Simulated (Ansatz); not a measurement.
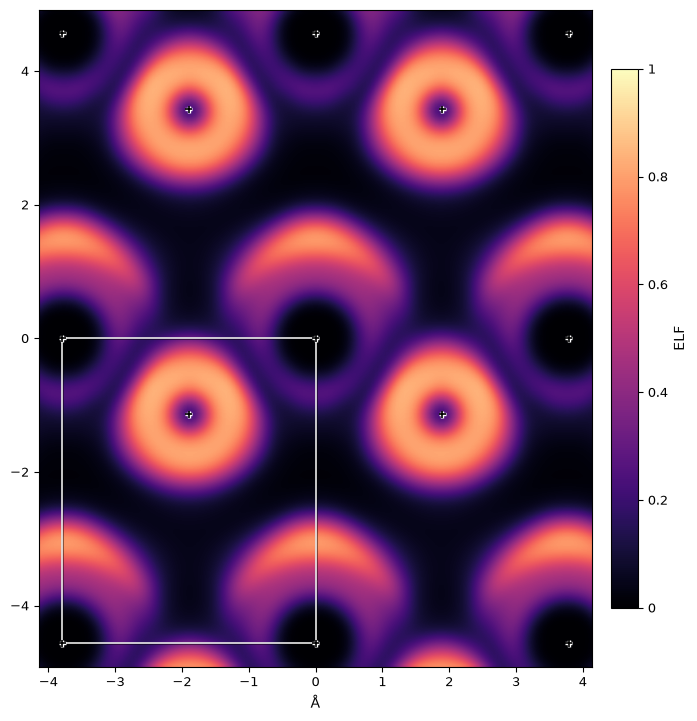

The electron localisation function on a plane through atoms (crosses mark nuclei in the plane).

These are results of DFT, HSE06, plane waves, PAW in Ansatz 0.2.0, not measurements.

Candidates:
A. SnO, a = 3.79 Å, b = 3.79 Å, c = 4.57 Å, α = 90.00°, β = 90.00°, γ = 90.00°. Space group P4/nmm; a structure from a database of computed crystals, not necessarily the ambient phase; started from the database structure prototype, which need not be the ambient phase; changed on purpose from its base cell (uniaxial z strain -4.0%).
B. AlN, a = 3.11 Å, b = 3.11 Å, c = 5.08 Å, α = 90.00°, β = 90.00°, γ = 120.00°. Space group P6₃mc; started from the wurtzite prototype, which need not be the ambient phase; changed on purpose from its base cell (uniaxial z strain +2.0%); computed pressure about −4 GPa in this cell.

Q: Which candidate gave the map?

A: Candidate A: SnO on the (100) plane of the conventional cell, which holds Sn and O. Sn–O (2.21 Å): the ELF peaks at about 0.85 in the valence shell of O, 0.6 Å from its nucleus, and is about 0.20 at the midpoint; no localised pair shows between them.
